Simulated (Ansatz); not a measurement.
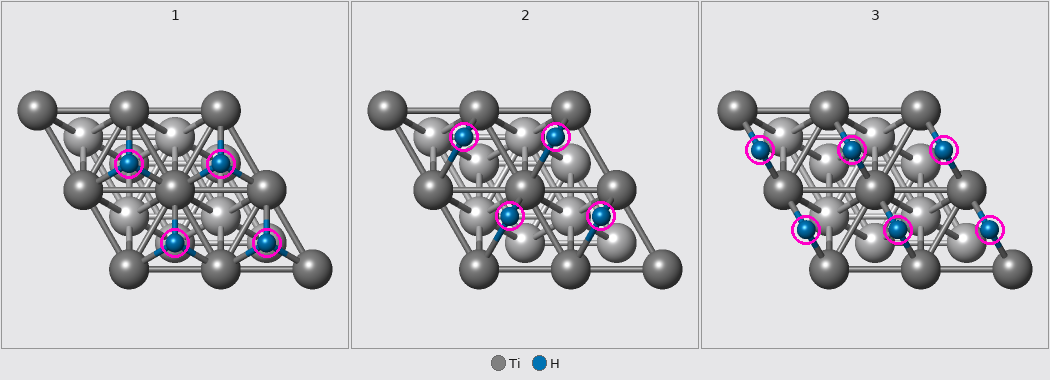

H on a Ti(111) slab cut from the Fm-3m phase, its upper half relaxed before the scan (3 atoms of substrate and one adsorbate in a 1 × 1 cell). H is moved over the surface cell; relaxed at each place: the height of the adsorbate's atoms; substrate rigid; the origin of the map has the adsorbate above Ti3. Places are given modulo a cell vector. The map is drawn in real space over the plane of the surface. The grid has 6 × 6 points; 10 points were computed and 26 follow by symmetry. Energies are in eV, from the lowest grid point. With one adsorbate in each 1 × 1 cell, its nearest image is 2.9 Å away, so neighbouring adsorbates interact. Theory: DFT PBE, scalar-relativistic, plane waves, PAW in Ansatz. Settings: cutoff 420 eV, k-mesh 9×9×1, gaussian smearing 0.1 eV, no spin polarisation.

The numbered pictures are structures from this grid. Rings mark the moved atoms.

Rank them by energy, lowest first.

Answer. 1, at a threefold hollow over a third-layer Ti atom, (4/6, 2/6) of the cell vectors: 0.06 eV; 3, at a bridge site between two Ti atoms, (0/6, 3/6) of the cell vectors: 0.37 eV; 2, at (4/6, 4/6) of the cell vectors [nearest 1 Ti at 1.75 Å]: 0.84 eV.

The map, with the structures marked:

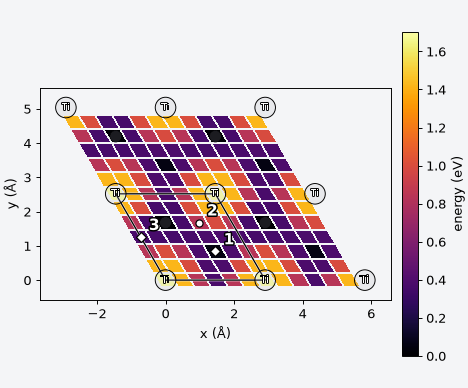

The picture shows one coloured cell a grid point, labelled circles for the atoms of the top layer and small ones for the second layer, the outline of one cell of the 2 × 2 shown.

PAW datasets: the set soft_1.
